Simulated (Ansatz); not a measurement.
```yaml
crystal:
  lattice:
    - [3.18308, 0.00000, 0.00000]
    - [0.00000, 3.18308, 0.00000]
    - [0.00000, 0.00000, 4.68950]
  atoms:
    - { symbol: Na, position: [0.00000, 0.00000, 0.00000] }
    - { symbol: Na, position: [0.50000, 0.50000, 0.50000] }
    - { symbol: F, position: [0.00000, 0.00000, 0.50000] }
    - { symbol: F, position: [0.50000, 0.50000, 0.00000] }
```

Space group I4/mmm; computed pressure about 3 GPa in this cell.

The calculation used Ansatz 0.2.0, DFT PBEsol, scalar-relativistic, plane waves, PAW.

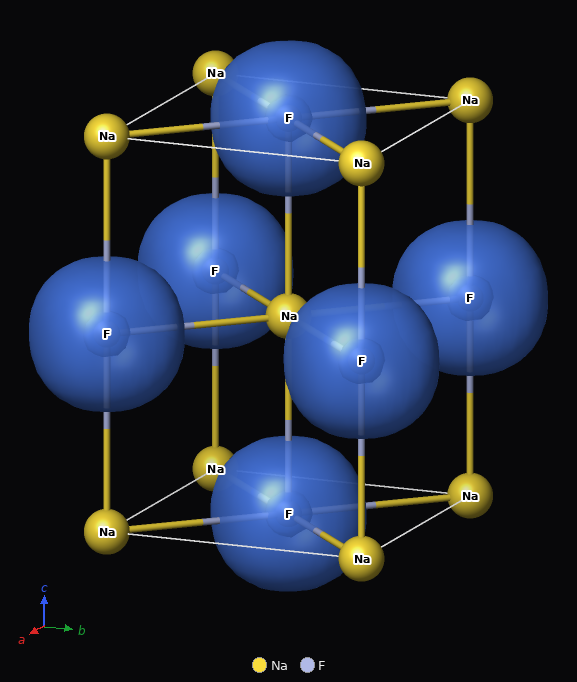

NaF. Isosurface of the ELF at 0.65 (blue), seen slightly off an axis. Only the valence region is drawn (cores and ρ < 0.01 e/Å³ removed). Sticks mark near contacts.

In a PAW calculation such maps are meaningful between the atoms, not at the nuclei.

Question: Where are the electrons localised?

Answer: At this value the surface marks out two regions wrapped around F (the valence shell of each), counted in one cell of 4 atoms. Regions shared between cells count once.

Values along the shortest contacts:
Na–F (2.25 Å): the ELF is about 0.05 at the midpoint: a closed-shell, largely ionic contact. Na–F (2.34 Å): the ELF is about 0.05 at the midpoint: a closed-shell, largely ionic contact.

Question: Does the calculation give a band gap?

Answer: It is gapped, with a Kohn–Sham gap of 6.4 eV on the k-point mesh, an upper bound to the gap of this method.
